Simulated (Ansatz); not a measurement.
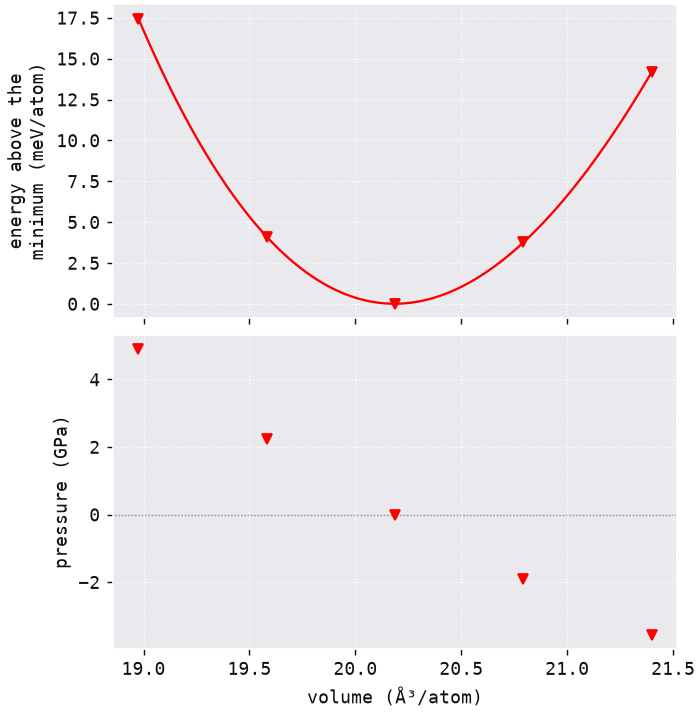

The plot gives the computed energy above the minimum and pressure against volume for ZnS, space group P6_3mc (No. 186).

Cell as given: a = 3.845 Å, b = 3.845 Å, c = 6.305 Å, α = 90.00°, β = 90.00°, γ = 120.00°; 4 atoms.

Calculation (Ansatz 0.2.0): third-order Birch-Murnaghan fit to density functional energies at scaled volumes of the given relaxed cell, shape and atoms relaxed at each volume; energies count from the fitted minimum; plane waves with PAW datasets, Γ-centred k mesh. Level: PBE, no spin polarisation.

- wave cutoff: 420 eV
- k mesh: 12×12×6
- occupations: Gaussian
- smearing width: 0.02 eV

**What equilibrium volume and bulk modulus follow from the curve?**

A third-order Birch–Murnaghan fit gives V0 = 20.18 Å³/atom, B0 = 69.1 GPa and B′ = 4.4.

**What does the pressure do across the range?**

It falls from 4.89 GPa at volume 18.976 Å³/atom to −3.55 GPa at 21.399 Å³/atom, and changes sign near 20.19 Å³/atom.

The computed values:

| volume (Å³/atom) | energy above the minimum (meV/atom) | pressure (GPa) |
| --- | --- | --- |
| 18.976 | 17.4 | 4.89 |
| 19.582 | 4.1 | 2.24 |
| 20.188 | 0.0 | −0.01 |
| 20.793 | 3.8 | −1.92 |
| 21.399 | 14.2 | −3.55 |
